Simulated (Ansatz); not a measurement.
# Ta: geometry relaxation (part 2 of 3)

Ta (slab, 16 atoms in the cell); DFT PBE, scalar-relativistic, plane waves, PAW, no spin polarisation (Ansatz 0.2.0); cutoff 420 eV, 3×3×1 k-mesh, Gaussian smearing of 0.1 eV. The structure derives from an entry of the Crystallography Open Database. The input holds or restrains some coordinates. Forces given for the steps count only the free coordinates. It belongs to a series of runs on one base structure; here: clean slab, lower planes held.

Geometry of the input (Å; fractional positions):
```
5.9723  0.0000  0.0000
0.0000  5.9723  0.0000
0.0000  0.0000  22.3345
Ta 0.2500  0.2500  0.3582
Ta 0.2500  0.7500  0.3582
Ta 0.7500  0.2500  0.3582
Ta 0.7500  0.7500  0.3582
Ta 0.5000  0.5000  0.4527
Ta 0.5000  0.0000  0.4527
Ta 0.0000  0.5000  0.4527
Ta 0.0000  0.0000  0.4527
Ta 0.7500  0.7500  0.5473
Ta 0.7500  0.2500  0.5473
Ta 0.2500  0.7500  0.5473
Ta 0.2500  0.2500  0.5473
Ta 0.0000  0.0000  0.6418
Ta 0.0000  0.5000  0.6418
Ta 0.5000  0.0000  0.6418
Ta 0.5000  0.5000  0.6418
```

The program's output, continued
```
SCF iter   1: F=—  HF=-158901.679752 eV  |F-HF|=—  |Δ(HF+E_count)|=         —  Δρ=2.10e-3  dr2=3.52e-1  ethr=9.67e-4  p=0.016 e·Å  D=3.58e-3 V/Å  ΔV_dip=-0.08 eV  dr2_dipole=7.63e-2  V_vac-E_F(+/−)=4.50/4.58 eV  ⟨swp⟩=2.7  Hψ=585  notcnv=0  defer=18
efield: sawtooth ramp at fractional position 0.9800 (handed on by an earlier solve), width 0.0400; the density the first Hamiltonian is built on has a dipole p = 0.016 e·Å; the dipole correction subtracts the counter field D = 3.58e-3 V/Å, which shifts the + side's vacuum level by -0.08 eV against the − side's; the planar-averaged density in the ramp window peaks in size at 4.5e-6 e/Å³
preconditioner: auto → LDOS  [insulator: Δε(μ)=0.113 eV  Ē_g=3.229 eV  σ=0.100 eV  W_gap=0.52  n_scr=130 (ndim 8)  ℏωp=11.8 eV  f_vac=0.522  D(μ)=13.07/eV (n_scr^D=76)  ε∞_Penn≈14.3  β→1.0]
SCF iter   2: F=—  HF=-158901.671235 eV  |F-HF|=—  |Δ(HF+E_count)|=   8.52e-3  Δρ=7.54e-4  dr2=4.64e-2  ethr=1.69e-4  p=0.017 e·Å  D=3.79e-3 V/Å  ΔV_dip=-0.08 eV  dr2_dipole=4.89e-4  V_vac-E_F(+/−)=4.52/4.61 eV  ⟨swp⟩=1.3  Hψ=433  notcnv=0  defer=17
SCF iter   3: F=—  HF=-158901.669247 eV  |F-HF|=—  |Δ(HF+E_count)|=   1.99e-3  Δρ=2.62e-4  dr2=7.88e-3  ethr=2.23e-5  p=0.018 e·Å  D=4.05e-3 V/Å  ΔV_dip=-0.09 eV  dr2_dipole=6.71e-5  V_vac-E_F(+/−)=4.47/4.56 eV  ⟨swp⟩=2.3  Hψ=473  notcnv=0  defer=17
SCF iter   4: F=—  HF=-158901.668921 eV  |F-HF|=—  |Δ(HF+E_count)|=   3.26e-4  Δρ=5.76e-5  dr2=1.16e-4  ethr=3.79e-6  p=0.017 e·Å  D=3.96e-3 V/Å  ΔV_dip=-0.09 eV  dr2_dipole=3.50e-5  V_vac-E_F(+/−)=4.49/4.58 eV  ⟨swp⟩=2.0  Hψ=471  notcnv=0  defer=17
SCF iter   5: F=—  HF=-158901.668329 eV  |F-HF|=—  |Δ(HF+E_count)|=   5.92e-4  Δρ=2.45e-5  dr2=3.12e-5  ethr=5.59e-8  p=0.017 e·Å  D=3.87e-3 V/Å  ΔV_dip=-0.09 eV  dr2_dipole=1.25e-6  V_vac-E_F(+/−)=4.49/4.58 eV  ⟨swp⟩=3.0  Hψ=562  notcnv=0  defer=17
SCF iter   6: F=-158901.668327 eV  HF=-158901.668329 eV  |F-HF|=1.85e-6  |Δ(HF+E_count)|=   3.71e-7  Δρ=7.53e-6  dr2=2.54e-6  ethr=1.31e-9  p=0.017 e·Å  D=3.87e-3 V/Å  ΔV_dip=-0.09 eV  dr2_dipole=1.23e-7  V_vac-E_F(+/−)=4.49/4.58 eV  ⟨swp⟩=20.7  Hψ=3788  notcnv=0
SCF 4 converged in 6 iterations: F = -158901.668327 eV  dr2 = 2.54e-6
relax step   4: F+E_penalty+E_count = -158901.66832728 eV  Δ(F+E_penalty+E_count) = -6.579e-3 eV  max|allowed force component| = 3.548e-2 eV/Å  Δτ_max = 0.0343 Å  (6 SCF iters, dr2 threshold 2.73e-6 eV, accepted)
SCF iter   1: F=—  HF=-158901.671095 eV  |F-HF|=—  |Δ(HF+E_count)|=         —  Δρ=7.00e-4  dr2=3.67e-2  ethr=1.79e-4  p=0.017 e·Å  D=3.87e-3 V/Å  ΔV_dip=-0.09 eV  dr2_dipole=7.73e-3  V_vac-E_F(+/−)=4.49/4.58 eV  ⟨swp⟩=2.0  Hψ=531  notcnv=0  defer=7
efield: sawtooth ramp at fractional position 0.9800 (handed on by an earlier solve), width 0.0400; the density the first Hamiltonian is built on has a dipole p = 0.017 e·Å; the dipole correction subtracts the counter field D = 3.87e-3 V/Å, which shifts the + side's vacuum level by -0.09 eV against the − side's; the planar-averaged density in the ramp window peaks in size at 5.5e-6 e/Å³
preconditioner: auto → LDOS  [insulator: Δε(μ)=0.145 eV  Ē_g=3.238 eV  σ=0.100 eV  W_gap=0.65  n_scr=130 (ndim 8)  ℏωp=11.8 eV  f_vac=0.522  D(μ)=13.59/eV (n_scr^D=84)  ε∞_Penn≈14.2  β→1.0]
SCF iter   2: F=—  HF=-158901.670390 eV  |F-HF|=—  |Δ(HF+E_count)|=   7.05e-4  Δρ=2.98e-4  dr2=7.79e-3  ethr=1.77e-5  p=0.020 e·Å  D=4.59e-3 V/Å  ΔV_dip=-0.10 eV  dr2_dipole=4.72e-4  V_vac-E_F(+/−)=4.47/4.57 eV  ⟨swp⟩=1.7  Hψ=438  notcnv=0  defer=7
SCF iter   3: F=—  HF=-158901.670033 eV  |F-HF|=—  |Δ(HF+E_count)|=   3.57e-4  Δρ=1.09e-4  dr2=1.11e-3  ethr=3.75e-6  p=0.016 e·Å  D=3.65e-3 V/Å  ΔV_dip=-0.08 eV  dr2_dipole=1.04e-4  V_vac-E_F(+/−)=4.50/4.58 eV  ⟨swp⟩=2.3  Hψ=476  notcnv=0  defer=7
SCF iter   4: F=—  HF=-158901.669990 eV  |F-HF|=—  |Δ(HF+E_count)|=   4.23e-5  Δρ=2.28e-5  dr2=1.86e-5  ethr=5.32e-7  p=0.017 e·Å  D=3.95e-3 V/Å  ΔV_dip=-0.09 eV  dr2_dipole=2.32e-6  V_vac-E_F(+/−)=4.49/4.58 eV  ⟨swp⟩=2.0  Hψ=470  notcnv=0  defer=7
SCF iter   5: F=—  HF=-158901.669372 eV  |F-HF|=—  |Δ(HF+E_count)|=   6.18e-4  Δρ=9.48e-6  dr2=3.95e-6  ethr=8.93e-9  p=0.017 e·Å  D=3.93e-3 V/Å  ΔV_dip=-0.09 eV  dr2_dipole=7.20e-7  V_vac-E_F(+/−)=4.49/4.58 eV  ⟨swp⟩=3.0  Hψ=534  notcnv=0  defer=7
SCF iter   6: F=—  HF=-158901.669372 eV  |F-HF|=—  |Δ(HF+E_count)|=   2.57e-7  Δρ=3.00e-6  dr2=3.30e-7  ethr=1.90e-9  p=0.017 e·Å  D=3.95e-3 V/Å  ΔV_dip=-0.09 eV  dr2_dipole=1.82e-8  V_vac-E_F(+/−)=4.49/4.58 eV  ⟨swp⟩=2.0  Hψ=477  notcnv=0  defer=7
SCF iter   7: F=-158901.669372 eV  HF=-158901.669372 eV  |F-HF|=1.22e-8  |Δ(HF+E_count)|=   9.97e-8  Δρ=7.29e-7  dr2=2.49e-8  ethr=4.81e-11  p=0.017 e·Å  D=3.95e-3 V/Å  ΔV_dip=-0.09 eV  dr2_dipole=5.22e-10  V_vac-E_F(+/−)=4.49/4.58 eV  ⟨swp⟩=19.3  Hψ=3210  notcnv=0
SCF 5 converged in 7 iterations: F = -158901.669372 eV  dr2 = 2.49e-8
relax step   5: F+E_penalty+E_count = -158901.66937228 eV  Δ(F+E_penalty+E_count) = -1.045e-3 eV  max|allowed force component| = 3.236e-3 eV/Å  Δτ_max = 0.0105 Å  (7 SCF iters, accepted)
```

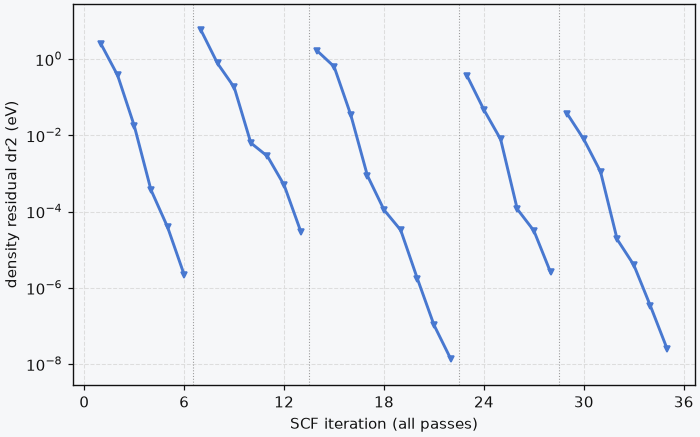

*Convergence of the self-consistent field: density residual dr2 against the SCF iteration. The dotted lines part the SCF passes of the relaxation: geometry steps, rejected trials and re-solves on a re-selected basis.*

The 5 passes take 6 to 9 iterations each, 35 in all.

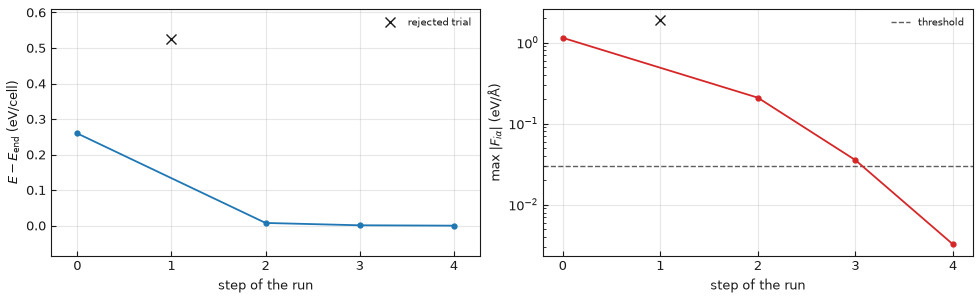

*Progress of the restrained relaxation, step by step (the first geometry is step 0 here and step 1 in the log).*

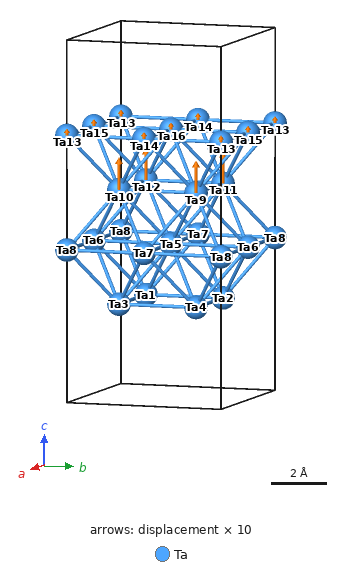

*The starting structure with the displacements as orange arrows, magnified 10 times (ball-and-stick view of the cell of the calculation, with the vacuum cut short, seen slightly off an axis).*

The largest moves, 0.12 Å, are those of Ta9, Ta10, Ta11 and Ta12. The cell doesn't change. Distances before and after: Ta5–Ta10 2.986 → 3.072 Å, Ta10–Ta13 2.986 → 2.920 Å. The energy falls by 0.260 eV per cell of the calculation in 4 geometry steps. The largest force component goes from 1.1 to 0.0032 eV/Å. The line search rejected the trial step at point 1 (counted from 0) and went back. (Atoms are counted from 1 in the order of the input.)

```
WARN: The output density's exchange-correlation potential varies sharply where the density is thin. Do not read a vacuum level from v_tot or v_xc, or from such a field of the output density. On a cell that repeats whose density bears no net charge and no dipole along the vacuum's axis use v_es (v_loc + v_h of the components); under efield.dipole_correction with no amplitude use v_es + v_field, which holds any external_charges[].barrier, or the levels of the report's work_function block, which leave it out; under a non-zero efield.amplitude the vacuum is tilted and has no level; on a cell that repeats and bears such a dipole with no correction it is tilted too, and efield.dipole_correction with no amplitude gives each side of its ramp a level where efield: is served; in a cell that repeats whose density bears a net charge (total_charge, or a fill off its count) it is curved and has none; of a slab under crystal.periodic whose density bears no net charge use v_es, which has a level on each side, short of where the two are joined; of another it falls or rises all the way out and has none; of a slab beside external_charges read slab_vacuum_level instead, which it has where they leave it neutral. The grid or the basis barely resolves most such structure, and the values can differ between equally converged runs; as a rule a tighter scf.convergence.dr2_threshold does not remove it. Where the density itself ripples (under the LDA too) a higher basis.ecutwfc lessens it. The files hold the spikes' plane waves up to the density's cutoff. Files: v_tot_of_output_density and the like, and their columns of v_z.tsv (output.write_potential); v_xc_of_output_density and the like, and their columns of v_comp_z.tsv (output.write_potential_components). Measured: with its Gaussian average of σ = 0.25 Å subtracted twice, the exchange-correlation potential is over 0.1 eV at 80 of the grid points where the equally averaged density (valence and model cores) is under 1e-3 e/Å³, and 0.171 eV at the most among them, at an averaged density of 3.6e-8 e/Å³. The input density's (outcome.potential() and, of a run that writes arrays, v_tot and v_xc) is over 0.1 eV, so measured, at 4 points of its own thin density, 0.107 eV at the most. See output.write_potential in the manual, Limitations
SCF converged after 7 iterations
Free energy (F): -158901.669372 eV
Harris-Foulkes:  -158901.669372 eV  (|F-HF|=1.22e-8)
Internal energy: -158901.600768 eV  (E = F + TS)
E sigma→0 (E₀):  -158901.635070 eV
Entropy (-TS):   -0.068604 eV (-4.288 meV/atom)
Fermi energy:    4.297473 eV
Dipole field:    D = 0.003968 V/Å  (p = 0.017469 e·Å, saw-weighted, corrected)
Work function:   Φ+ = 4.4880 eV   Φ− = 4.5766 eV
Levels:          The Fermi level and band energies are counted from a zero that moves with the ramp; work functions are not
--- Per-component energies (eV) ---
  E_band       = -4780.471318
  E_kinetic    = 5797.439137
  E_local      = -168788.254022  (includes V_loc(G=0)·N_el)
  E_nonlocal   = 224.955167
  E_hartree    = 81503.056638
  E_xc         = -3467.336239
  E_vxc        = -3227.064701  (∫ρ·V_xc dr)
  E_paw        = -134336.472956  (= ΣΔE_a)
  E_vpaw       = -1793.689963  (= ΣTr[D̂ρ^β])
  E_aug_tail   = 0.002479  (compensation charges beyond the density's cutoff)
  E_efield     = 0.000035  (sawtooth field / dipole correction)
  E_vefield    = -0.029708  (∫n·V_field dr)
  E_ewald      = 60165.008994
  E_smearing   = -0.068604  (= −TS)
  E_closure    = 0.000000  (closes the sum)
  Σ components = -158901.669372   (vs F -158901.669372, Δ=0.00e0)
--- Forces (eV/Å), atoms counted from 1 ---
  atom   1  Ta    -0.00000000     0.00000000     0.68652864
  atom   2  Ta    -0.00000000     0.00000000     0.68652864
  atom   3  Ta    -0.00000000    -0.00000000     0.68652864
  atom   4  Ta    -0.00000000     0.00000000     0.68652864
  atom   5  Ta     0.00000000     0.00000000    -0.68054416
  atom   6  Ta    -0.00000000     0.00000000    -0.68054416
  atom   7  Ta     0.00000000     0.00000000    -0.68054416
  atom   8  Ta     0.00000000     0.00000000    -0.68054416
  atom   9  Ta     0.00000000     0.00000000    -0.00323591
  atom  10  Ta     0.00000000     0.00000000    -0.00323591
  atom  11  Ta    -0.00000000     0.00000000    -0.00323591
  atom  12  Ta    -0.00000000     0.00000000    -0.00323591
  atom  13  Ta    -0.00000000    -0.00000000    -0.00275655
  atom  14  Ta    -0.00000000     0.00000000    -0.00275655
  atom  15  Ta    -0.00000000     0.00000000    -0.00275655
  atom  16  Ta    -0.00000000     0.00000000    -0.00275655
  max |Σ_I F_I| component: 3.19e-5 eV/Å
--- Band table (eV) ---
  k-point 0: bands = ["-63.8668", "-63.8652", "-63.8353", "-63.8353", "-63.8322", "-63.8322", "-63.8072", "-63.8037", "-63.5871", "-63.5552", "-63.5552", "-63.5267", "-63.5161", "-63.4971", "-63.4971", "-63.4684", "-30.6979", "-30.6979", "-30.6593", "-30.6593", "-30.6308", "-30.6308", "-30.6066", "-30.5858", "-30.5858", "-30.5715", "-30.5715", "-30.5586", "-30.5586", "-30.5244", "-30.3180", "-30.3125", "-30.2614", "-30.2614", "-30.1843", "-30.1843", "-30.1449", "-30.1449", "-30.1075", "-30.1075", "-30.0928", "-30.0827", "-30.0827", "-30.0745", "-30.0745", "-30.0188", "-30.0188", "-30.0002", "-30.0002", "-29.9873", "-29.9443", "-29.8945", "-29.8945", "-29.8540", "-29.8540", "-29.8103", "-29.8103", "-29.7830", "-29.7568", "-29.7568", "-29.7167", "-29.7167", "-29.6857", "-29.6857", "-3.4066", "-2.0824", "-0.4888", "-0.1320", "-0.1320", "-0.1247", "-0.0939", "-0.0939", "0.2247", "0.2379", "0.7120", "0.7120", "0.7990", "0.7990", "1.0125", "1.1185", "1.1797", "1.2121", "1.2121", "1.6097", "2.2705", "2.2705", "2.9703", "3.1022", "3.1022", "3.1460", "3.1460", "3.4785", "3.4785", "3.5184", "3.5184", "3.5823", "3.9333", "4.0020", "4.0020", "4.0118", "4.0118", "4.0546", "4.3504", "4.3504", "4.5105", "4.5105", "4.5545", "4.5545", "4.6669", "4.6669", "4.6698", "4.6698", "4.8869", "4.8869", "5.4029", "5.4029", "5.4418", "5.4418", "5.6043", "5.7010", "5.7457", "5.7457", "6.3591", "6.3894", "6.8807"]
```
